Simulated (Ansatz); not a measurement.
**Run report: TiO2, geometry relaxation**

The run: geometry relaxation of TiO2 (P4₂/mnm, 6 atoms in the cell). Method and program: DFT PBE+U, scalar-relativistic, plane waves, PAW, Ueff = 4 eV on Ti d, no spin polarisation (Ansatz 0.2.0).

The structure derives from a Materials Project entry. It belongs to a series of runs on one base structure; here: equal strain along all axes, cell held, atoms relaxed: -4.5 %. Figures and captions count atoms from 1; the log counts them from 0 in places.

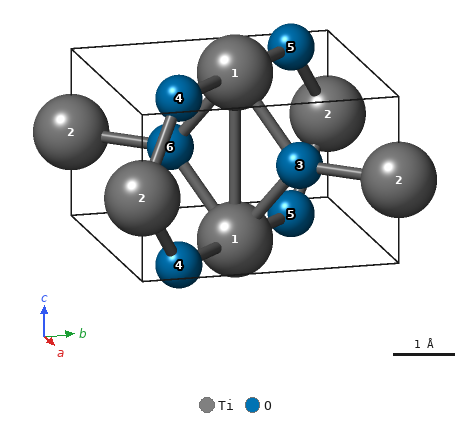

*The structure as given in the input (ball-and-stick view of the cell of the calculation, seen slightly off an axis; atoms are numbered from 1 in the order of the input). An atom can appear more than once, as a periodic image.*

Input file
```yaml
crystal:
  lattice:
    - [4.4315342593, 0.0, 0.0]
    - [0.0, 4.4315342593, 0.0]
    - [0.0, 0.0, 2.8708376286]
  atoms:
    - { symbol: Ti, position: [0.5, 0.5, 0.0] }
    - { symbol: Ti, position: [0.0, 0.0, 0.5] }
    - { symbol: O, position: [0.6971446026, 0.6971446026, 0.5] }
    - { symbol: O, position: [0.8028553974, 0.1971446026, 0.0] }
    - { symbol: O, position: [0.1971446026, 0.8028553974, 0.0] }
    - { symbol: O, position: [0.3028553974, 0.3028553974, 0.5] }
basis:
  ecutwfc: 420
kpoints:
  mp_grid: { grid: [6, 6, 10] }
hamiltonian:
  xc: pbe
  hubbard: { sites: [{ species: Ti, l: d, u_eff: 4.0 }] }
scf:
  occupations: { method: gaussian, width: 0.02 }
output:
  forces: true
  stress: true
  eigenvalues: true
  write_density: true
  write_potential: true
  elf: true
  volumetric_format: npy
relax:
  adjacent_minimum: "off"
  f_tol: 0.008
  max_steps: 40
```

Launched with:
```bash
ansatz run input.yaml --threads 1 --pin off --max-ram 2560MiB --backend cpu --events-out ev --progress --plain --runs-dir out
```

Log
```
Warning: output.stress: scf.convergence.dr2_threshold = 6.4e-8 eV (the default of a walk held to its f_tol) is looser than the 6e-10 eV advised for a printed stress (1e-10 eV for each atom of the cell: 6). What an SCF threshold leaves in a stress goes as its square root, and in the free energy as the threshold itself, and one threshold admits the most on a small cell: of the crystals measured, under no hybrid functional and no lock of the moments, on runs that ended without the residual-converged pass, on stresses that held no estimate of that error, the worst erred by over 100 MPa in a component at 1e-7 eV an atom and by under 5 at 1e-10. Every solve of this run answers to scf.convergence.dr2_threshold, and the tensor of one is reported: a single SCF on the reported geometry and on this run's grids (its basis.xc_grid and basis.ecutrho_ratio typed), with scf.convergence.dr2_threshold at 6e-10 eV or tighter, prints it and tightens no other solve. Else set scf.convergence.dr2_threshold to 6e-10 eV or tighter. The threshold is an SCF's pass mark: one that does not reach it within its budget of iterations ends unconverged, or closes short of it on a stop that the run arms, and scf.convergence.dr2_threshold's page says what that costs each kind of run
Ti: projections on atomic orbitals take those of the free atom [Ne] 3s2 3p6 3d2 4s2, of charge +0.00 (hamiltonian.pseudopotentials.projection_atoms); the dataset's partial waves leave at most 4.1e-7 of an orbital's norm unspanned inside its sphere
O: projections on atomic orbitals take those of the free atom [He] 2s2 2p4, of charge +0.00 (hamiltonian.pseudopotentials.projection_atoms); the dataset's partial waves leave at most 1.9e-8 of an orbital's norm unspanned inside its sphere
Engine: ansatz 0.2.0, aarch64-unknown-linux-gnu
Pseudopotentials: kind: paw
Pseudopotential: Ti, paw, valence charge 12, recommended cutoff 420 eV (normal), Ti.paw.azcp
Pseudopotential: O, paw, valence charge 6, recommended cutoff 420 eV (normal), O.paw.azcp
Functional definition: PBE
  parameter kappa = 0.804
  parameter beta = 0.06672455060314922
  exchange = pbe_x(kappa = kappa, mu = beta*pi^2/3)
  correlation = pbe_c(beta = beta)
Crystal: 6 atoms, lattice volume = 56.379 Å³
Basis set: ecut = 420 eV, 1105 PW (Γ), exchange–correlation on 60×60×40 points (8 copies of the dense FFT grid, shifted against one another)
Bands: 30, of which v1, the nominal top of the filled ones, is band 24 counted from 1 (23 counted from 0)
Symmetry: 16 space group operations
Space group: P42/mnm (ITA 136), of the structure as read, at distance tolerance 3.8e-5 Å
k-points: 60 of 360
Non-local potential: Ti, projectors of the file, l = 0: 3, l = 1: 2, l = 2: 3, l = 3: 1
Non-local potential: O, projectors of the file, l = 0: 2, l = 1: 2, l = 2: 1
PAW form: soft (Blöchl's): semilocal exchange-correlation on the pseudo side does not see the compensation charge
PAW one-centre angular grid: Ti, 590 points (default); XC on 64 Gauss nodes
PAW one-centre angular grid: O, 110 points (default); XC on 64 Gauss nodes
Initial density: superposition of atomic densities (chi_scale 0.1, normalization cell, long waves of neutral atoms under a Hubbard term (reshape's long-wave potential 0.00 eV rms, cloud 2.26 Å wide))
Initial wavefunctions: pseudopotential atomic-orbital guess
Functional: x = pbe(κ = 0.804, μ = 0.2195149727645171), c = pbe(β = 0.06672455060314922)
SCF iter   1: F=—  HF=-7270.927691 eV  |F-HF|=—  |Δ(HF+E_count)|=         —  Δρ=1.13e-1  dr2=6.89e0  ethr=3.10e-3  ⟨swp⟩=5.6  Hψ=7281  notcnv=0
preconditioner: auto → Resta (q_TF=auto, 2.656 Å⁻¹)  ε∞=7.1  [insulator: Δε(μ)=3.525 eV  Ē_g=11.295 eV  σ=0.020 eV  W_gap=1.00  n_scr=18 (ndim 8)  ℏωp=28.0 eV  f_vac=0.000  D(μ)=0.00/eV (n_scr^D=0)  ε∞_Penn≈7.1]
SCF iter   2: F=—  HF=-7269.812799 eV  |F-HF|=—  |Δ(HF+E_count)|=    1.11e0  Δρ=5.20e-2  dr2=9.11e-1  ethr=3.10e-3  ⟨swp⟩=2.7  Hψ=3587  notcnv=0  defer=92
SCF iter   3: F=—  HF=-7269.786479 eV  |F-HF|=—  |Δ(HF+E_count)|=   2.63e-2  Δρ=2.61e-2  dr2=2.86e-1  ethr=1.90e-3  ⟨swp⟩=2.0  Hψ=2669  notcnv=0  defer=92
SCF iter   4: F=—  HF=-7269.827446 eV  |F-HF|=—  |Δ(HF+E_count)|=   4.10e-2  Δρ=8.74e-3  dr2=4.31e-2  ethr=5.95e-4  ⟨swp⟩=2.4  Hψ=2706  notcnv=0  defer=92
SCF iter   5: F=—  HF=-7269.831857 eV  |F-HF|=—  |Δ(HF+E_count)|=   4.41e-3  Δρ=1.75e-3  dr2=2.63e-3  ethr=8.97e-5  ⟨swp⟩=2.4  Hψ=2965  notcnv=0  defer=92
SCF iter   6: F=—  HF=-7269.833062 eV  |F-HF|=—  |Δ(HF+E_count)|=   1.21e-3  Δρ=3.23e-4  dr2=6.05e-5  ethr=5.48e-6  ⟨swp⟩=2.0  Hψ=2991  notcnv=0  defer=92
SCF iter   7: F=—  HF=-7269.833100 eV  |F-HF|=—  |Δ(HF+E_count)|=   3.76e-5  Δρ=7.63e-5  dr2=3.33e-6  ethr=1.26e-7  ⟨swp⟩=2.0  Hψ=2590  notcnv=0  defer=92
SCF iter   8: F=-7269.833103 eV  HF=-7269.833103 eV  |F-HF|=4.71e-7  |Δ(HF+E_count)|=   3.32e-6  Δρ=3.64e-5  dr2=7.14e-7  ethr=3.33e-9  ⟨swp⟩=14.7  Hψ=13814  notcnv=0
SCF 1 converged in 8 iterations: F = -7269.833103 eV  dr2 = 7.14e-7
  greatest PAW one-centre occupation: 0.999 electrons in one spin orbital (limit 2), on the Ti atom at site 1 (counted from 0), in its partial waves of l = 0
relax step   1: F+E_penalty+E_count = -7269.83310290 eV  Δ(F+E_penalty+E_count) = +0.000e0 eV  max|allowed force component| = 1.474e-1 eV/Å  Δτ_max = 0.0000 Å  (8 SCF iters, dr2 threshold 1.60e-6 eV, accepted)
Initial density: handed on by an earlier stage of this run
Initial wavefunctions: those handed on with the density
iter 1 solved again at ethr=4.13e-7 eV; its pass at ethr=3.10e-3 eV (dr2=1.98e-4 eV) is discarded
SCF iter   1: F=—  HF=-7269.835217 eV  |F-HF|=—  |Δ(HF+E_count)|=         —  Δρ=6.19e-4  dr2=2.01e-4  ethr=4.13e-7  ⟨swp⟩=1.6  Hψ=5124  notcnv=0  defer=92
preconditioner: auto → Resta (q_TF=auto, 2.656 Å⁻¹)  ε∞=8.1  [insulator: Δε(μ)=2.522 eV  Ē_g=10.494 eV  σ=0.020 eV  W_gap=1.00  n_scr=18 (ndim 8)  ℏωp=28.0 eV  f_vac=0.001  D(μ)=0.00/eV (n_scr^D=0)  ε∞_Penn≈8.1]
SCF iter   2: F=—  HF=-7269.835168 eV  |F-HF|=—  |Δ(HF+E_count)|=   4.88e-5  Δρ=3.40e-4  dr2=6.80e-5  ethr=4.13e-7  ⟨swp⟩=1.0  Hψ=1708  notcnv=0  defer=92
SCF iter   3: F=-7269.835145 eV  HF=-7269.835145 eV  |F-HF|=8.51e-8  |Δ(HF+E_count)|=   2.32e-5  Δρ=5.64e-5  dr2=1.06e-6  ethr=2.83e-9  ⟨swp⟩=10.8  Hψ=13690  notcnv=0
SCF 2 converged in 3 iterations: F = -7269.835145 eV  dr2 = 1.06e-6
relax step   2: F+E_penalty+E_count = -7269.83514459 eV  Δ(F+E_penalty+E_count) = -2.042e-3 eV  max|allowed force component| = 7.679e-2 eV/Å  Δτ_max = 0.0032 Å  (3 SCF iters, dr2 threshold 1.36e-6 eV, accepted)
SCF iter   1: F=—  HF=-7269.835988 eV  |F-HF|=—  |Δ(HF+E_count)|=         —  Δρ=6.73e-4  dr2=2.51e-4  ethr=4.94e-6  ⟨swp⟩=2.0  Hψ=3809  notcnv=0  defer=92
preconditioner: auto → Resta (q_TF=auto, 2.656 Å⁻¹)  ε∞=8.1  [insulator: Δε(μ)=2.501 eV  Ē_g=10.489 eV  σ=0.020 eV  W_gap=1.00  n_scr=18 (ndim 8)  ℏωp=28.0 eV  f_vac=0.001  D(μ)=0.00/eV (n_scr^D=0)  ε∞_Penn≈8.1]
SCF iter   2: F=—  HF=-7269.835932 eV  |F-HF|=—  |Δ(HF+E_count)|=   5.67e-5  Δρ=3.79e-4  dr2=8.88e-5  ethr=5.22e-7  ⟨swp⟩=1.0  Hψ=2280  notcnv=0  defer=92
SCF iter   3: F=—  HF=-7269.835902 eV  |F-HF|=—  |Δ(HF+E_count)|=   2.96e-5  Δρ=6.17e-5  dr2=1.24e-6  ethr=1.85e-7  ⟨swp⟩=2.0  Hψ=2668  notcnv=0  defer=92
SCF iter   4: F=-7269.835902 eV  HF=-7269.835902 eV  |F-HF|=4.20e-8  |Δ(HF+E_count)|=   2.52e-7  Δρ=1.63e-5  dr2=1.59e-7  ethr=7.68e-10  ⟨swp⟩=11.6  Hψ=12158  notcnv=0
SCF 3 converged in 4 iterations: F = -7269.835902 eV  dr2 = 1.59e-7
relax step   3: F+E_penalty+E_count = -7269.83590211 eV  Δ(F+E_penalty+E_count) = -7.575e-4 eV  max|allowed force component| = 2.135e-5 eV/Å  Δτ_max = 0.0035 Å  (4 SCF iters, dr2 threshold 3.69e-7 eV, accepted)
iter 1 solved again at ethr=3.31e-10 eV; its pass at ethr=3.10e-3 eV (dr2=1.59e-7 eV) is discarded
SCF iter   1: F=—  HF=-7269.835902 eV  |F-HF|=—  |Δ(HF+E_count)|=         —  Δρ=1.63e-5  dr2=1.59e-7  ethr=3.31e-10  ⟨swp⟩=1.0  Hψ=5040  notcnv=0
preconditioner: auto → Resta (q_TF=auto, 2.656 Å⁻¹)  ε∞=8.1  [insulator: Δε(μ)=2.499 eV  Ē_g=10.488 eV  σ=0.020 eV  W_gap=1.00  n_scr=18 (ndim 8)  ℏωp=28.0 eV  f_vac=0.001  D(μ)=0.00/eV (n_scr^D=0)  ε∞_Penn≈8.1]
SCF iter   2: F=-7269.835902 eV  HF=-7269.835902 eV  |F-HF|=3.03e-9  |Δ(HF+E_count)|=   3.12e-9  Δρ=8.82e-6  dr2=5.80e-8  ethr=1.33e-10  ⟨swp⟩=6.6  Hψ=11018  notcnv=0
SCF 4 converged in 2 iterations: F = -7269.835902 eV  dr2 = 5.80e-8
relax step   4: F+E_penalty+E_count = -7269.83590215 eV  Δ(F+E_penalty+E_count) = -4.189e-8 eV  max|allowed force component| = 1.786e-5 eV/Å  Δτ_max = 0.0000 Å  (2 SCF iters, accepted)
```

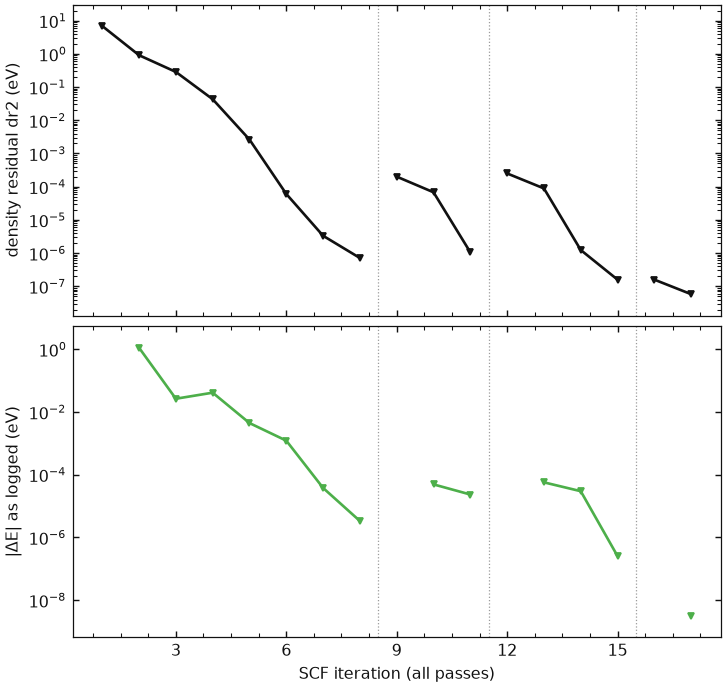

*Convergence of the self-consistent field: density residual dr2 and size of the energy change against the SCF iteration. The dotted lines part the SCF passes of the relaxation: geometry steps, rejected trials and re-solves on a re-selected basis.*

The passes take 8, 3, 4 and 2 iterations.

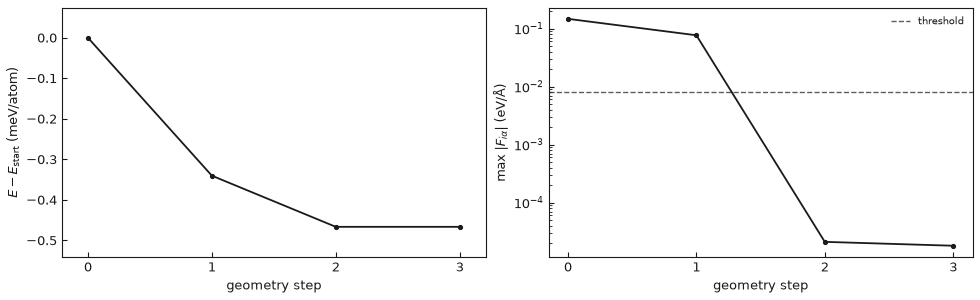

*Progress of the relaxation, step by step (the first geometry is step 0 here and step 1 in the log).*

After 3 geometry steps the energy has fallen by 0.5 meV per atom. Largest force component: 0.15 eV/Å at the start, under 0.0001 eV/Å at the end. The largest moves, 0.007 Å, are those of O3, O4, O5 and O6. Ti stays in place. The cell doesn't change. Distances before and after: Ti1–O4 1.898 → 1.891 Å, Ti1–O3 1.894 → 1.898 Å. The space group stays P4_2/mnm (No. 136). (Atoms are counted from 1 in the order of the input.)

```
SCF converged after 2 iterations
Free energy (F): -7269.835902 eV
Harris-Foulkes:  -7269.835902 eV  (|F-HF|=3.03e-9)
Internal energy: -7269.835902 eV  (E = F + TS)
E sigma→0 (E₀):  -7269.835902 eV
Fermi energy:    12.370710 eV
--- Per-component energies (eV) ---
  E_band       = -318.652113
  E_kinetic    = 1265.053474
  E_local      = -2900.110890  (includes V_loc(G=0)·N_el)
  E_nonlocal   = 195.114617
  E_hartree    = 1112.252791
  E_xc         = -497.515538
  E_vxc        = -630.510411  (∫ρ·V_xc dr)
  E_hubbard    = 6.523770  (on-site DFT+U / exact-exchange correction)
  E_vhub       = 4.445495  (the Hubbard potential's part of the band-sum identity)
  E_paw        = -2723.533598  (= ΣΔE_a)
  E_vpaw       = -477.164105  (= ΣTr[D̂ρ^β])
  E_aug_tail   = 0.010241  (compensation charges beyond the density's cutoff)
  E_ewald      = -3727.630769
  E_smearing   = -0.000000  (= −TS)
  E_closure    = 0.000000  (closes the sum)
  Σ components = -7269.835902   (vs F -7269.835902, Δ=0.00e0)
--- Forces (eV/Å), atoms counted from 1 ---
  atom   1  Ti     0.00000000     0.00000000     0.00000000
  atom   2  Ti     0.00000000    -0.00000000     0.00000000
  atom   3  O     -0.00001786    -0.00001786     0.00000000
  atom   4  O      0.00001786    -0.00001786     0.00000000
  atom   5  O     -0.00001786     0.00001786     0.00000000
  atom   6  O      0.00001786     0.00001786     0.00000000
  max |Σ_I F_I| component: 3.04e-18 eV/Å
--- Stress (GPa, compression-positive) ---
       37.334469       0.000000       0.000000
        0.000000      37.334469       0.000000
        0.000000       0.000000      44.818520
  P = ⅓ Tr σ = 39.8292 GPa (398.292 kbar)
--- Band table (eV; the first three rows and the last of 60) ---
  k-point 0: bands = ["-46.4757", "-46.4445", "-22.8616", "-22.8616", "-22.6298", "-22.6298", "-22.5629", "-22.5099", "-7.7495", "-6.2656", "-5.3992", "-5.3992", "4.8717", "5.2058", "5.6299", "6.8916", "6.8916", "8.2335", "8.2335", "8.8210", "10.2832", "10.5503", "10.5503", "11.1211", "13.6551", "13.8591", "14.2095", "14.3147", "14.3147", "16.1859"]
  k-point 1: bands = ["-46.4700", "-46.4407", "-22.8463", "-22.8463", "-22.6269", "-22.6269", "-22.6192", "-22.5706", "-7.6245", "-6.1952", "-5.4535", "-5.4535", "5.0223", "5.3211", "5.7510", "6.7457", "6.7457", "8.4848", "8.4848", "8.5002", "9.8484", "10.3512", "10.3512", "11.0342", "13.9290", "13.9643", "14.1591", "14.4261", "14.4261", "16.3226"]
  k-point 2: bands = ["-46.4538", "-46.4301", "-22.8057", "-22.8057", "-22.7645", "-22.7275", "-22.6203", "-22.6203", "-7.2820", "-6.0228", "-5.5978", "-5.5978", "5.4308", "5.6194", "6.1085", "6.5772", "6.5772", "7.7740", "8.9295", "8.9337", "8.9337", "9.8205", "9.8205", "10.7209", "14.0964", "14.1860", "14.4705", "14.7233", "14.7233", "16.1065"]
  k-point 59: bands = ["-46.4013", "-46.4013", "-23.1284", "-23.1284", "-22.6863", "-22.6863", "-22.6222", "-22.6222", "-6.0987", "-6.0987", "-5.7981", "-5.7981", "5.8577", "5.8577", "6.0394", "6.0394", "7.1782", "7.1782", "8.0800", "8.0800", "9.5958", "9.5958", "10.3895", "10.3895", "14.4761", "14.4761", "14.8957", "14.8957", "15.2587", "15.2587"]
Occupation matrices written to [file]
--- Relaxed structure (4 steps of the walk, 4 accepted, 0 SCFs on fresh bases) ---
  F+E_penalty+E_count = -7269.83590215 eV   max|allowed force component| = 1.786e-5 eV/Å
  atoms:
    - { symbol: Ti, position: [0.5, 0.5, 0.0] }
    - { symbol: Ti, position: [-1.631041093289082e-20, 1.6310410932890835e-20, 0.5] }
    - { symbol: O, position: [0.6982181228583632, 0.6982181228583632, 0.5] }
    - { symbol: O, position: [0.801781877141637, 0.19821812285836307, 0.0] }
    - { symbol: O, position: [0.19821812285836307, 0.801781877141637, 0.0] }
    - { symbol: O, position: [0.3017818771416369, 0.3017818771416369, 0.5] }
```

Trajectory as extended XYZ (Å, eV, eV/Å), 4 frames, from step=1 to step=4
```
6
Lattice="4.4315 0.0000 0.0000 0.0000 4.4315 0.0000 0.0000 0.0000 2.8708" Properties=species:S:1:pos:R:3:forces:R:3 step=1 energy=-7269.83310
Ti    2.2158    2.2158    0.0000    0.0000   0.0000   0.0000
Ti    0.0000    0.0000    1.4354    0.0000   0.0000   0.0000
O     3.0894    3.0894    1.4354    0.1474   0.1474   0.0000
O     3.5579    0.8737    0.0000   -0.1474   0.1474   0.0000
O     0.8737    3.5579    0.0000    0.1474  -0.1474   0.0000
O     1.3421    1.3421    1.4354   -0.1474  -0.1474   0.0000
6
Lattice="4.4315 0.0000 0.0000 0.0000 4.4315 0.0000 0.0000 0.0000 2.8708" Properties=species:S:1:pos:R:3:forces:R:3 step=2 energy=-7269.83515
Ti    2.2158    2.2158    0.0000    0.0000   0.0000   0.0000
Ti    0.0000    0.0000    1.4354    0.0000   0.0000   0.0000
O     3.0917    3.0917    1.4354    0.0768   0.0768   0.0000
O     3.5556    0.8759    0.0000   -0.0768   0.0768   0.0000
O     0.8759    3.5556    0.0000    0.0768  -0.0768   0.0000
O     1.3398    1.3398    1.4354   -0.0768  -0.0768   0.0000
6
Lattice="4.4315 0.0000 0.0000 0.0000 4.4315 0.0000 0.0000 0.0000 2.8708" Properties=species:S:1:pos:R:3:forces:R:3 step=3 energy=-7269.83590
Ti    2.2158    2.2158    0.0000    0.0000   0.0000   0.0000
Ti    0.0000    0.0000    1.4354    0.0000   0.0000   0.0000
O     3.0942    3.0942    1.4354    0.0000   0.0000   0.0000
O     3.5531    0.8784    0.0000    0.0000   0.0000   0.0000
O     0.8784    3.5531    0.0000    0.0000   0.0000   0.0000
O     1.3374    1.3374    1.4354    0.0000   0.0000   0.0000
6
Lattice="4.4315 0.0000 0.0000 0.0000 4.4315 0.0000 0.0000 0.0000 2.8708" Properties=species:S:1:pos:R:3:forces:R:3 step=4 energy=-7269.83590
Ti    2.2158    2.2158    0.0000    0.0000   0.0000   0.0000
Ti    0.0000    0.0000    1.4354    0.0000   0.0000   0.0000
O     3.0942    3.0942    1.4354    0.0000   0.0000   0.0000
O     3.5531    0.8784    0.0000    0.0000   0.0000   0.0000
O     0.8784    3.5531    0.0000    0.0000   0.0000   0.0000
O     1.3374    1.3374    1.4354    0.0000   0.0000   0.0000
```

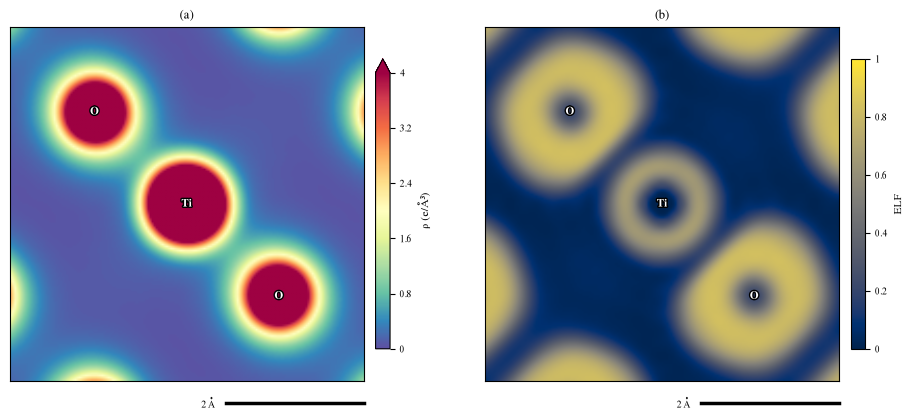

*(a) valence electron density; (b) ELF on the (001) plane of the conventional cell.*

Atoms in the plane: Ti and O. Ti–O (1.89 Å): ρ at the midpoint is about 0.82 e/Å³; the ELF is about 0.20 at the midpoint. Away from the nuclei the density in this plane falls to 0.04 e/Å³ at its lowest. The strong features right at Ti lie inside the PAW spheres (semicore, d or f shells) and say nothing about bonding. In a PAW calculation such maps are meaningful between the atoms, not at the nuclei.

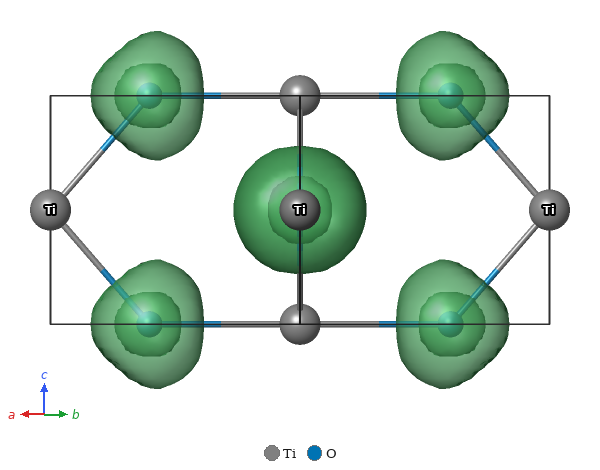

*Isosurface of the electron localisation function at 0.75 (green), seen along [110]. Only the valence region is drawn (cores and ρ < 0.01 e/Å³ removed). Sticks mark near contacts. The outline is the cell set on symmetry axes.*

Profiles from the grid: Ti–O (1.89 Å): the ELF is about 0.20 at the midpoint. Ti–Ti (2.87 Å): the ELF is about 0.10 at the midpoint.

Results in brief

| quantity | value |
| --- | --- |
| outcome | converged |
| space group (tolerance 0.01 Å) | P4₂/mnm (136) |
| electrons treated | 48 |
| free energy | −7269.8359 eV |
| Fermi energy | 12.371 eV |
| gap on the k-point mesh | 2.50 eV |
| pressure | 39.83 GPa |
| final volume | 56.38 Å³ |
| largest force (length of the vector) at the end | under 0.001 eV/Å |
| final cell | a = 4.432 Å, b = 4.432 Å, c = 2.871 Å, α = 90.00°, β = 90.00°, γ = 90.00° |
| hardware | 1 thread of Arm Neoverse V2, 24 GiB of memory available, shared host |
| wall time | 25 s |
| peak memory | 0.44 GiB |

Remarks

The program warns: the SCF threshold is looser than advised for the printed stress. The cell is under a pressure of 40 GPa at this level, so it is not at its equilibrium volume.
